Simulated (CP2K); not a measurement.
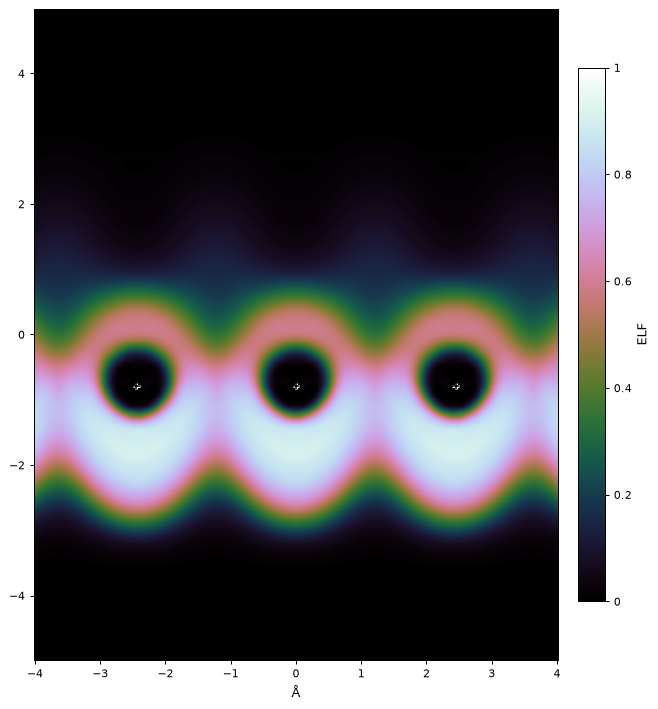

The electron localisation function on a plane through atoms (crosses mark nuclei in the plane).

All numbers below come from Kohn-Sham DFT of a periodic cell, PBE, GTH-PBE with UZH-TZVP basis in CP2K.

Candidates:
A. Si2Ge, a = 3.99 Å, b = 3.99 Å, c = 27.14 Å, α = 90.00°, β = 90.00°, γ = 120.00°. 
B. Nb, a = 2.56 Å, b = 2.56 Å, c = 23.80 Å, α = 90.00°, β = 90.00°, γ = 90.00°. 
C. Si, a = 2.45 Å, b = 3.37 Å, c = 27.41 Å, α = 90.00°, β = 90.00°, γ = 90.00°. 

Question: Which system is this?

Answer: Candidate C: Si on the (010) plane of the calculation cell, a cut from vacuum to vacuum, which holds Si. Si–Si (2.45 Å): the ELF peaks at about 0.75 between the atoms (a shared electron pair).
